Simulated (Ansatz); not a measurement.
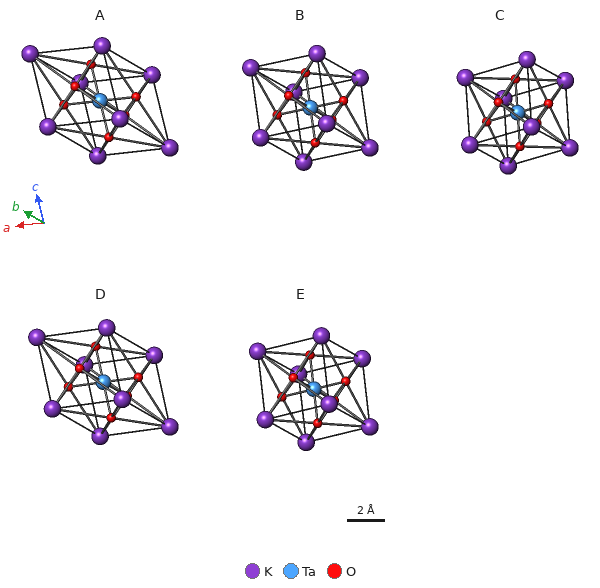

5 geometries from one relaxation of a crystal of KTaO3 (a generated structure, set up in R-3m) (coarse preliminary run), in shuffled order. The picture is a ball-and-stick view of the cell of the calculation, seen from a free direction.

These are results of DFT PBE, scalar-relativistic, plane waves, PAW (Ansatz), not measurements. Settings: plane-wave cutoff 420 eV; k-point mesh 6 × 6 × 6; occupations gaussian; smearing width 0.1 eV; no spin polarisation; cell and atoms relaxed; force threshold 0.04 eV/Å; at most 70 steps.

**Order the frames from highest to lowest energy.**

A, D, B, E, C. They are steps 0, 1, 3, 4, 9, at +876 meV per atom, +601 meV per atom, +189 meV per atom, +51.9 meV per atom relative to the last. After 7 accepted moves (9 points after the start) the energy has fallen by 876 meV per atom. All forces vanish by symmetry, so only the cell relaxes. Pressure: −21.37 GPa at the start and 0.00 GPa at the end. The SCF was repeated twice at an unchanged geometry on a basis and grid sized afresh for the cell, which shifted the energy by 2.1 meV per atom at most. The atoms keep their places relative to the cell (all moves are under 0.005 Å). The volume changes by −16.9 %, with a = b = c 4.402 → 4.024 Å (−8.6 %), α 75.6° → 90.0°, β 75.6° → 90.0°, γ 75.6° → 90.0°. Some distances before and after: K–Ta 4.662 → 3.485 Å, K–O 3.477 → 2.846 Å, O–Ta 2.201 → 2.012 Å, K–O 2.700 → 2.846 Å. Among the angles between lasting bonds that change: O–Ta–O 104.4° → 90.0°, O–Ta–O 75.6° → 90.0°. The space group (tolerance 0.01 Å) goes from R-3m (No. 166) to Pm-3m (No. 221). Cost: 73 s on 1 thread of Intel(R) Xeon(R) Processor @ 2.50GHz (Skylake/Cascade Lake), on a shared host, peak memory 0.4 GiB.
